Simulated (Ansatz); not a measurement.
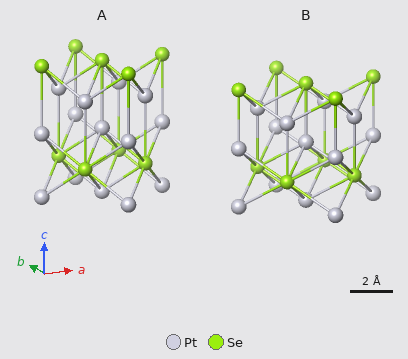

Two geometries of a crystal of Pt$_{2}$Se (built on the MoSi2 (C11b)_139 type) (coarse preliminary run), drawn at one scale. One is the start of a relaxation, the other its converged end. The picture is a ball-and-stick view of the atoms within 5.0 Å of the atom that moves most (axes of the conventional cell (2 times the calculation's cell)), seen slightly off an axis. Lengths and directions refer to the drawn axes.

Method: Ansatz 0.2.0, DFT PBE, scalar-relativistic, plane waves, PAW. Set-up: plane-wave cutoff 420 eV; k-point mesh 6 × 6 × 6; occupations gaussian; smearing width 0.1 eV; no spin polarisation; cell and atoms relaxed; force threshold 0.04 eV/Å; at most 70 steps.

> Which of the two is the end point?

Structure A is the relaxed one. Case: MoSi2 (C11b) type (I4/mmm, No. 139). The energy falls by 0.296 eV per cell of the calculation in 8 accepted moves (10 points after the start). The largest force component goes from 0.28 to 0.0046 eV/Å. The pressure goes from −11.81 to 0.16 GPa. The line search rejected the trial step at point 8 of the run. At 1 point the geometry stayed and the basis and grid were re-selected for the new cell (energy shift of 2.0 meV per cell of the calculation at most each time). The largest moves relative to the cell, 0.058 Å, are those of Pt atoms. Se stays in place. Cell: a = b 3.543 → 3.173 Å (−10.4 %), c 8.691 → 9.835 Å (+13.2 %). Volume −9.2 %. Near-neighbour distances that change, for instance: Pt–Se 2.911 → 3.352 Å, Se–Se 3.543 → 3.173 Å, Pt–Se 2.886 → 2.736 Å. Bond angles that change, for instance: Se–Pt–Se 120.4° → 110.2°, Se–Pt–Se 75.7° → 70.9°. The space group stays I4/mmm (No. 139). Cost: 37 s on 1 thread of Arm Neoverse V1, on a shared host, peak memory 0.35 GiB.
